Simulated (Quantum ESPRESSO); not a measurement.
## Relaxation of cell and atoms of PbS (part 2 of 4)

The same run, continued: PbS (Cmcm, 4 atoms in the cell); Kohn-Sham DFT of a periodic cell, BLYP, PseudoDojo 0.4.1 SR PBE standard (Quantum ESPRESSO 7.5); cutoff 761.92 eV, 7×7×6 k-mesh, fermi-dirac of 0.05 eV. The structure derives from a Materials Project entry. The run did not end well. The run did not end well; see the last part.

Geometry of the input (Å; fractional positions):
```
2.0800  -5.9913  0.0000
2.0800  5.9913  0.0000
0.0000  0.0000  4.2793
Pb 0.1306  0.8694  0.2500
Pb 0.8694  0.1306  0.7500
S  0.3548  0.6452  0.2500
S  0.6452  0.3548  0.7500
```

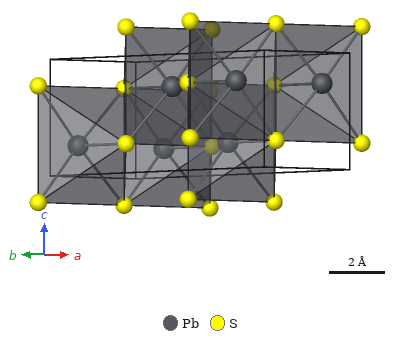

*The structure as given in the input (polyhedral view of the cell 2 times as large as that of the calculation, set on its symmetry axes, seen at an oblique angle; polyhedra are completed across the faces of the cell).*

Output, continued:
```
   -10.0794 -10.0794 -10.0194 -10.0194 -10.0115 -10.0115  -9.9919  -9.9919
    -9.9795  -9.9795  -4.9294  -4.9294  -1.0253  -1.0253   3.3343   3.3343
     4.4069   4.4069   4.6878   4.6878  10.1355  10.1355  10.4526  10.4526
    11.0428  11.0428  13.5148  13.5148

          k = 0.4219 0.0459 0.0000 (  5081 PWs)   bands (ev):

   -10.0563 -10.0392 -10.0291 -10.0262 -10.0145 -10.0124  -9.9955  -9.9949
    -9.9916  -9.9762  -5.3104  -4.9167  -1.3910  -1.2696   3.9571   4.9896
     5.0760   5.4248   5.6899   6.1802   7.6679   8.4677   8.9708   9.1518
     9.3575  10.9355  13.9339  14.9983

          k = 0.4219 0.0459 0.1606 (  5095 PWs)   bands (ev):

   -10.0659 -10.0551 -10.0266 -10.0205 -10.0145 -10.0082  -9.9960  -9.9943
    -9.9879  -9.9774  -5.2158  -4.8656  -1.2718  -1.1612   3.8299   3.9972
     4.6432   5.0954   5.2886   5.6867   8.5378   8.5725   9.4547  10.2421
    10.4166  10.9641  13.3904  13.8980

          k = 0.4219 0.0459 0.3213 (  5080 PWs)   bands (ev):

   -10.0864 -10.0815 -10.0264 -10.0193 -10.0073 -10.0035  -9.9920  -9.9910
    -9.9821  -9.9768  -4.9949  -4.7807  -0.9908  -0.9152   2.8239   3.3470
     4.0709   4.4065   4.5776   5.1141   9.3525  10.0947  10.5524  10.8787
    11.3898  11.6813  12.6678  13.3493

          k = 0.4219 0.0459-0.4819 (  5066 PWs)   bands (ev):

   -10.0954 -10.0954 -10.0245 -10.0245 -10.0040 -10.0040  -9.9862  -9.9862
    -9.9780  -9.9780  -4.8073  -4.8073  -0.7967  -0.7967   2.6515   2.6515
     3.8356   3.8356   4.8172   4.8172  10.0130  10.0130  11.2839  11.2839
    11.8818  11.8818  12.7892  12.7892

          k = 0.5625 0.0919 0.0000 (  5089 PWs)   bands (ev):

   -10.0579 -10.0380 -10.0292 -10.0253 -10.0173 -10.0096  -9.9996  -9.9900
    -9.9884  -9.9802  -5.2636  -4.9623  -1.6154  -1.0773   4.5531   4.6336
     5.0620   5.3557   5.7263   6.1124   7.9423   8.2751   8.7197   8.8236
     9.3864  10.9823  13.8464  15.4543

          k = 0.5625 0.0919 0.1606 (  5093 PWs)   bands (ev):

   -10.0680 -10.0532 -10.0260 -10.0205 -10.0141 -10.0084  -9.9990  -9.9907
    -9.9868  -9.9795  -5.1735  -4.9053  -1.4787  -0.9923   3.8211   4.4986
     4.6247   4.8467   5.1745   5.7643   8.1888   9.0258   9.1476   9.8542
    10.4911  10.9382  13.4073  14.4012

          k = 0.5625 0.0919 0.3213 (  5090 PWs)   bands (ev):

   -10.0875 -10.0799 -10.0272 -10.0201 -10.0074 -10.0014  -9.9926  -9.9898
    -9.9825  -9.9778  -4.9671  -4.8027  -1.1354  -0.8254   2.8425   3.3605
     3.9938   4.5106   4.8785   5.0418   8.8749  10.2293  10.4924  10.7170
    11.3001  11.7207  12.7817  13.3571

          k = 0.5625 0.0919-0.4819 (  5104 PWs)   bands (ev):

   -10.0950 -10.0950 -10.0261 -10.0261 -10.0020 -10.0020  -9.9861  -9.9861
    -9.9788  -9.9788  -4.8034  -4.8034  -0.8298  -0.8298   2.6402   2.6402
     3.8653   3.8653   4.9658   4.9658   9.6181   9.6181  11.3275  11.3275
    11.9272  11.9272  12.8382  12.8382

          k =-0.2812-0.1838 0.0000 (  5095 PWs)   bands (ev):

   -10.0805 -10.0276 -10.0226 -10.0223 -10.0192 -10.0122 -10.0070  -9.9916
    -9.9869  -9.9776  -5.6538  -4.8055  -1.4428  -0.5731   3.9545   4.4985
     4.6509   5.2631   5.5378   5.8302   8.6194   8.7794   9.3861   9.5980
    10.2776  11.1190  13.6483  14.1159

          k =-0.2812-0.1838 0.1606 (  5103 PWs)   bands (ev):

   -10.0805 -10.0387 -10.0231 -10.0194 -10.0149 -10.0092 -10.0070  -9.9913
    -9.9902  -9.9772  -5.5376  -4.7753  -1.3979  -0.6210   3.4842   4.0772
     4.5414   5.2374   5.6209   5.9342   8.4666   8.6661   9.0649  10.4969
    10.7240  11.2599  13.5420  14.5169

          k =-0.2812-0.1838 0.3213 (  5084 PWs)   bands (ev):

   -10.0823 -10.0618 -10.0254 -10.0178 -10.0119 -10.0008  -9.9999  -9.9954
    -9.9863  -9.9774  -5.2412  -4.7630  -1.2889  -0.8110   2.9899   4.1103
     4.2266   4.6164   5.0961   5.5966   8.6501   9.5554   9.7902  10.3176
    11.0711  11.6354  13.2439  14.2917

          k =-0.2812-0.1838-0.4819 (  5090 PWs)   bands (ev):

   -10.0787 -10.0787 -10.0241 -10.0241 -10.0060 -10.0060  -9.9918  -9.9918
    -9.9808  -9.9808  -4.9209  -4.9209  -1.0923  -1.0923   3.3290   3.3290
     4.4507   4.4507   4.9871   4.9871   9.3228   9.3228  10.5543  10.5543
    11.1953  11.1953  13.4636  13.4636

          k =-0.1406-0.1378 0.0000 (  5101 PWs)   bands (ev):

   -10.1005 -10.0351 -10.0228 -10.0183 -10.0162 -10.0123 -10.0095  -9.9927
    -9.9812  -9.9745  -5.9475  -4.7859  -1.0467  -0.0412   3.4024   4.0559
     4.2751   5.0380   5.2363   5.8048   9.1415  10.0346  10.5075  10.7812
    11.3183  11.3516  12.4705  13.7471

          k =-0.1406-0.1378 0.1606 (  5093 PWs)   bands (ev):

   -10.0928 -10.0302 -10.0273 -10.0187 -10.0157 -10.0123 -10.0096  -9.9923
    -9.9835  -9.9762  -5.8202  -4.7670  -1.1902  -0.2806   3.5398   3.6474
     4.6674   5.0236   5.7554   5.7782   8.9844   9.2180   9.7925  10.7637
    10.9409  11.3921  13.3546  14.0534

          k =-0.1406-0.1378 0.3213 (  5093 PWs)   bands (ev):

   -10.0764 -10.0430 -10.0243 -10.0200 -10.0183 -10.0085 -10.0026  -9.9905
    -9.9882  -9.9783  -5.4784  -4.8034  -1.4209  -0.8360   3.7432   3.9699
     4.7439   5.1580   5.6434   5.9444   8.5799   8.6281   9.6303  10.0149
    10.4866  10.9541  14.0442  14.6579

          k =-0.1406-0.1378-0.4819 (  5088 PWs)   bands (ev):

   -10.0596 -10.0596 -10.0247 -10.0247 -10.0119 -10.0119  -9.9938  -9.9938
    -9.9827  -9.9827  -5.0633  -5.0633  -1.3255  -1.3255   4.2935   4.2935
     4.7042   4.7042   5.6476   5.6476   8.6549   8.6549   9.8055   9.8055
    10.1869  10.1869  14.5832  14.5832

          k =-0.0000-0.0919 0.0000 (  5119 PWs)   bands (ev):

   -10.1085 -10.0397 -10.0295 -10.0169 -10.0163 -10.0088 -10.0079  -9.9916
    -9.9790  -9.9725  -6.0639  -4.7771  -0.8164   0.1954   3.0744   3.8813
     4.1274   4.9587   4.9906   5.8570   9.7608  10.9836  11.0363  11.2156
    11.6917  11.8133  11.8437  13.1903

          k =-0.0000-0.0919 0.1606 (  5105 PWs)   bands (ev):

   -10.0980 -10.0342 -10.0310 -10.0162 -10.0140 -10.0115 -10.0108  -9.9911
    -9.9781  -9.9775  -5.9335  -4.7639  -1.0750  -0.1447   3.2286   4.2017
     4.3158   5.1294   5.2789   5.7367   9.7169  10.0232  10.3598  10.6158
    11.1224  11.1359  12.4952  13.8543

          k =-0.0000-0.0919 0.3213 (  5096 PWs)   bands (ev):

   -10.0748 -10.0383 -10.0229 -10.0223 -10.0205 -10.0096 -10.0037  -9.9878
    -9.9876  -9.9788  -5.5771  -4.8237  -1.4563  -0.8405   3.6784   4.7091
     4.8140   5.4029   5.5310   5.9853   8.4947   9.2015   9.3140   9.8882
     9.9043  10.6392  13.9972  14.6987

          k =-0.0000-0.0919-0.4819 (  5096 PWs)   bands (ev):

   -10.0528 -10.0528 -10.0260 -10.0260 -10.0120 -10.0120  -9.9958  -9.9958
    -9.9826  -9.9826  -5.1270  -5.1270  -1.3939  -1.3939   4.3127   4.3127
     5.3411   5.3411   6.0980   6.0980   8.1222   8.1222   9.0677   9.0677
    10.1939  10.1939  15.0851  15.0851

          k = 0.5625-0.0000 0.0000 (  5083 PWs)   bands (ev):

   -10.0582 -10.0376 -10.0298 -10.0245 -10.0178 -10.0084 -10.0011  -9.9888
    -9.9874  -9.9815  -5.2497  -4.9758  -1.6538  -1.0447   4.4749   4.8147
     5.0853   5.3335   5.7232   6.1076   7.9858   8.0148   8.6754   8.8260
     9.4287  11.1217  13.7467  15.4605

          k = 0.5625-0.0000 0.1606 (  5082 PWs)   bands (ev):

   -10.0682 -10.0529 -10.0244 -10.0221 -10.0137 -10.0086  -9.9995  -9.9900
    -9.9835  -9.9827  -5.1611  -4.9171  -1.5145  -0.9640   3.8062   4.5362
     4.7528   4.7654   5.1927   5.7768   7.9407   9.0540   9.2390   9.7816
    10.5570  10.9978  13.3654  14.0625

          k = 0.5625-0.0000 0.3213 (  5081 PWs)   bands (ev):

   -10.0876 -10.0797 -10.0254 -10.0219 -10.0074 -10.0012  -9.9928  -9.9896
    -9.9809  -9.9793  -4.9590  -4.8093  -1.1619  -0.8114   2.8391   3.3474
     4.0094   4.5870   4.9468   4.9757   8.6664  10.3406  10.5646  10.7802
    11.3401  11.7185  12.7331  12.8261

          k = 0.5625-0.0000-0.4819 (  5094 PWs)   bands (ev):

   -10.0949 -10.0949 -10.0258 -10.0258 -10.0024 -10.0024  -9.9861  -9.9861
    -9.9786  -9.9786  -4.8024  -4.8024  -0.8377  -0.8377   2.6279   2.6279
     3.9073   3.9073   4.9701   4.9701   9.5380   9.5380  11.5495  11.5495
    11.9384  11.9384  12.4356  12.4356

          k = 0.7031 0.0459 0.0000 (  5106 PWs)   bands (ev):

   -10.0812 -10.0263 -10.0240 -10.0232 -10.0170 -10.0104 -10.0086  -9.9882
    -9.9851  -9.9827  -5.6257  -4.8383  -1.5331  -0.5158   4.3732   4.5424
     4.5537   5.2154   5.5644   5.8004   7.9378   8.8194   9.2752   9.6453
    10.3753  11.2066  13.4953  14.0899

          k = 0.7031 0.0459 0.1606 (  5093 PWs)   bands (ev):

   -10.0814 -10.0378 -10.0215 -10.0197 -10.0143 -10.0097 -10.0079  -9.9899
    -9.9888  -9.9798  -5.5118  -4.8030  -1.4832  -0.5776   3.4833   4.4628
     4.5684   5.1591   5.5952   5.9424   7.8964   8.6905   9.0654  10.3675
    10.9573  11.2200  13.3333  14.5702

          k = 0.7031 0.0459 0.3213 (  5088 PWs)   bands (ev):

   -10.0828 -10.0610 -10.0238 -10.0202 -10.0115 -10.0003  -9.9992  -9.9951
    -9.9863  -9.9784  -5.2228  -4.7763  -1.3566  -0.8048   2.9781   4.1288
     4.3687   4.7967   5.1131   5.6297   8.1348   9.6151   9.7293  10.1984
    11.3157  11.6490  12.8978  13.7311

          k = 0.7031 0.0459-0.4819 (  5082 PWs)   bands (ev):

   -10.0784 -10.0784 -10.0248 -10.0248 -10.0049 -10.0049  -9.9920  -9.9920
    -9.9810  -9.9810  -4.9161  -4.9161  -1.1282  -1.1282   3.3049   3.3049
     4.5774   4.5774   5.0861   5.0861   8.9217   8.9217  10.7706  10.7706
    11.2213  11.2213  12.9439  12.9439

          k =-0.1406-0.2297 0.0000 (  5119 PWs)   bands (ev):

   -10.1015 -10.0349 -10.0209 -10.0180 -10.0138 -10.0117 -10.0107  -9.9913
    -9.9801  -9.9790  -5.9092  -4.8412  -1.1584   0.0046   3.9186   4.1118
     4.2225   4.9699   5.2830   5.7771   8.1221  10.1958  10.3326  10.7871
    11.2793  11.4455  12.4682  13.8687

          k =-0.1406-0.2297 0.1606 (  5101 PWs)   bands (ev):

   -10.0941 -10.0291 -10.0250 -10.0181 -10.0155 -10.0127 -10.0084  -9.9922
    -9.9849  -9.9775  -5.7845  -4.8133  -1.2909  -0.2587   3.6386   4.0461
     4.6810   4.9976   5.7616   5.7881   8.2020   8.9503   9.9302  10.5710
    11.1535  11.4116  13.3928  13.9005

          k =-0.1406-0.2297 0.3213 (  5088 PWs)   bands (ev):

   -10.0777 -10.0416 -10.0237 -10.0193 -10.0180 -10.0089 -10.0014  -9.9903
    -9.9890  -9.9790  -5.4515  -4.8244  -1.5016  -0.8598   3.7432   4.3815
     4.7990   5.2534   5.6314   5.9666   8.1507   8.5579   9.2773   9.7903
    10.6877  10.9875  13.7553  14.6726

          k =-0.1406-0.2297-0.4819 (  5084 PWs)   bands (ev):

   -10.0598 -10.0598 -10.0249 -10.0249 -10.0116 -10.0116  -9.9922  -9.9922
    -9.9839  -9.9839  -5.0550  -5.0550  -1.3846  -1.3846   4.3826   4.3826
     4.8697   4.8697   5.7212   5.7212   8.3058   8.3058   9.7763   9.7763
    10.1019  10.1019  14.0861  14.0861

          k =-0.0000-0.1838 0.0000 (  5097 PWs)   bands (ev):

   -10.1094 -10.0397 -10.0264 -10.0169 -10.0119 -10.0109 -10.0085  -9.9910
    -9.9776  -9.9767  -6.0259  -4.8368  -0.9318   0.2287   3.5616   3.9349
     4.0723   4.8906   5.0555   5.8446   8.5971  10.9793  11.0004  11.1487
    11.7412  11.8768  11.9605  13.1916

          k =-0.0000-0.1838 0.1606 (  5109 PWs)   bands (ev):

   -10.0994 -10.0336 -10.0279 -10.0159 -10.0144 -10.0117 -10.0082  -9.9918
    -9.9815  -9.9767  -5.8978  -4.8139  -1.1740  -0.1377   3.6768   4.2573
     4.2629   5.1875   5.2532   5.7651   8.6503   9.6750  10.4337  10.7939
    11.1899  11.2600  12.5606  13.8412

          k =-0.0000-0.1838 0.3213 (  5084 PWs)   bands (ev):

   -10.0765 -10.0371 -10.0222 -10.0213 -10.0193 -10.0108 -10.0015  -9.9894
    -9.9881  -9.9787  -5.5497  -4.8457  -1.5358  -0.8758   4.0711   4.7701
     4.8500   5.4337   5.5398   6.0347   8.2066   8.8309   9.3680   9.5776
     9.9645  10.4928  14.0709  14.8217

          k =-0.0000-0.1838-0.4819 (  5086 PWs)   bands (ev):

   -10.0536 -10.0536 -10.0248 -10.0248 -10.0129 -10.0129  -9.9934  -9.9934
    -9.9838  -9.9838  -5.1180  -5.1180  -1.4582  -1.4582   4.6297   4.6297
     5.3244   5.3244   6.0563   6.0563   8.0436   8.0436   9.1410   9.1410
     9.7224   9.7224  15.1320  15.1320

          k = 0.8437 0.0000 0.0000 (  5130 PWs)   bands (ev):

   -10.1020 -10.0345 -10.0215 -10.0168 -10.0139 -10.0125 -10.0084  -9.9900
    -9.9838  -9.9782  -5.8909  -4.8673  -1.2025   0.0214   4.1397   4.1790
     4.2279   4.9367   5.3167   5.7443   7.6626  10.2683  10.2771  10.8432
    11.1854  11.4916  12.4534  13.9469

          k = 0.8437 0.0000 0.1606 (  5096 PWs)   bands (ev):

   -10.0947 -10.0285 -10.0241 -10.0171 -10.0155 -10.0137 -10.0077  -9.9917
    -9.9864  -9.9777  -5.7674  -4.8353  -1.3314  -0.2515   3.6367   4.3310
     4.7011   4.9595   5.7739   5.7839   7.7643   8.9195   9.9917  10.4923
    11.3151  11.3650  13.3990  13.7359

          k = 0.8437 0.0000 0.3213 (  5085 PWs)   bands (ev):

   -10.0782 -10.0410 -10.0225 -10.0198 -10.0179 -10.0090 -10.0012  -9.9903
    -9.9891  -9.9793  -5.4388  -4.8346  -1.5353  -0.8711   3.7362   4.6021
     4.8444   5.2830   5.6340   5.9767   7.8488   8.4981   9.2300   9.7203
    10.8302  10.9676  13.5436  14.6973

          k = 0.8437 0.0000-0.4819 (  5100 PWs)   bands (ev):

   -10.0599 -10.0599 -10.0247 -10.0247 -10.0115 -10.0115  -9.9916  -9.9916
    -9.9843  -9.9843  -5.0512  -5.0512  -1.4103  -1.4103   4.3875   4.3875
     5.0015   5.0015   5.7549   5.7549   8.0958   8.0958   9.7936   9.7936
    10.0894  10.0894  13.8576  13.8576

          k =-0.0000-0.2756 0.0000 (  5117 PWs)   bands (ev):

   -10.1104 -10.0392 -10.0250 -10.0169 -10.0124 -10.0089 -10.0064  -9.9906
    -9.9833  -9.9751  -5.9924  -4.8878  -1.0104   0.2470   3.9840   4.0329
     4.0643   4.8301   5.1026   5.7986   7.7785  10.8427  11.0749  11.2626
    11.5734  11.8920  12.0383  13.3605

          k =-0.0000-0.2756 0.1606 (  5085 PWs)   bands (ev):

   -10.1005 -10.0329 -10.0252 -10.0160 -10.0139 -10.0128 -10.0055  -9.9921
    -9.9853  -9.9757  -5.8665  -4.8568  -1.2436  -0.1371   4.1342   4.2250
     4.2862   5.2294   5.2560   5.7656   7.8609   9.4709  10.5028  10.9102
    11.2301  11.3094  12.5580  13.9157

          k =-0.0000-0.2756 0.3213 (  5095 PWs)   bands (ev):

   -10.0779 -10.0359 -10.0212 -10.0208 -10.0188 -10.0113 -10.0007  -9.9907
    -9.9879  -9.9789  -5.5260  -4.8654  -1.5947  -0.9051   4.4811   4.7383
     4.8945   5.4549   5.6148   6.0758   7.9887   8.1584   9.4158   9.6890
    10.0254  10.3910  14.1479  14.6578

          k =-0.0000-0.2756-0.4819 (  5094 PWs)   bands (ev):

   -10.0543 -10.0543 -10.0238 -10.0238 -10.0136 -10.0136  -9.9916  -9.9916
    -9.9848  -9.9848  -5.1106  -5.1106  -1.5081  -1.5081   4.9352   4.9352
     5.3113   5.3113   6.0185   6.0185   7.8693   7.8693   9.2014   9.2014
     9.4661   9.4661  14.9264  14.9264

     the Fermi energy is     6.9329 ev

!    total energy              =    -324.90647002 Ry
     estimated scf accuracy    <          7.0E-12 Ry
     smearing contrib. (-TS)   =      -0.00000000 Ry
     internal energy E=F+TS    =    -324.90647001 Ry

     The total energy is F=E-TS. E is the sum of the following terms:
     one-electron contribution =    -103.75299571 Ry
     hartree contribution      =      73.83488881 Ry
     xc contribution           =     -91.59661128 Ry
     ewald contribution        =    -203.39175184 Ry

     convergence has been achieved in   7 iterations

     Forces acting on atoms (cartesian axes, Ry/au):

     atom    1 type  1   force =    -0.00000000    0.00191873    0.00000000
     atom    2 type  1   force =     0.00000000   -0.00191873    0.00000000
     atom    3 type  2   force =    -0.00000000    0.00137383    0.00000000
     atom    4 type  2   force =    -0.00000000   -0.00137383   -0.00000000

     Total force =     0.003337     Total SCF correction =     0.000004

     Computing stress (Cartesian axis) and pressure

          total   stress  (Ry/bohr**3)                   (kbar)     P=        1.31
   0.00001252  -0.00000000   0.00000000            1.84       -0.00        0.00
  -0.00000000   0.00001346   0.00000000           -0.00        1.98        0.00
   0.00000000   0.00000000   0.00000077            0.00        0.00        0.11

     Energy error            =      6.9E-05 Ry
     Gradient error          =      1.9E-03 Ry/Bohr
     Cell gradient error     =      2.0E+00 kbar

     number of scf cycles    =  13
     number of bfgs steps    =  12

     enthalpy           old  =    -324.9064009325 Ry
     enthalpy           new  =    -324.9064700155 Ry

     CASE: enthalpy          _new < enthalpy          _old

     new trust radius        =       0.0077956369 bohr
     new conv_thr            =            3.8E-11 Ry

     new unit-cell volume =    839.94397 a.u.^3 (   124.46685 Ang^3 )
     density =      6.38404 g/cm^3

CELL_PARAMETERS (alat=  8.00000000)
   0.508125524  -1.556555641   0.000000000
   0.508125524   1.556555641   0.000000000
   0.000000000   0.000000000   1.037085825

ATOMIC_POSITIONS (crystal)
Pb               0.1429092582        0.8570907418        0.2500000000
Pb               0.8570907418        0.1429092582        0.7500000000
S                0.3514659818        0.6485340182        0.2500000000
S                0.6485340182        0.3514659818        0.7500000000

     NEW-OLD atomic charge density approx. for the potential
     New effective cutoffs (rho, wfc):  212.48   53.13

     Self-consistent Calculation

     iteration #  1     ecut=    56.00 Ry     beta= 0.50
     Davidson diagonalization with overlap
     ethr =  1.00E-06,  avg # of iterations =  5.0

     Threshold (ethr) on eigenvalues was too large:
     Diagonalizing with lowered threshold

     Davidson diagonalization with overlap
     ethr =  1.31E-08,  avg # of iterations =  2.0

     total energy              =    -324.90650192 Ry
     estimated scf accuracy    <       0.00000516 Ry

     iteration #  2     ecut=    56.00 Ry     beta= 0.50
     Davidson diagonalization with overlap
     ethr =  1.29E-08,  avg # of iterations =  2.0

     total energy              =    -324.90650315 Ry
     estimated scf accuracy    <       0.00000227 Ry

     iteration #  3     ecut=    56.00 Ry     beta= 0.50
     Davidson diagonalization with overlap
     ethr =  5.67E-09,  avg # of iterations =  2.0

     total energy              =    -324.90650355 Ry
     estimated scf accuracy    <       0.00000009 Ry
```
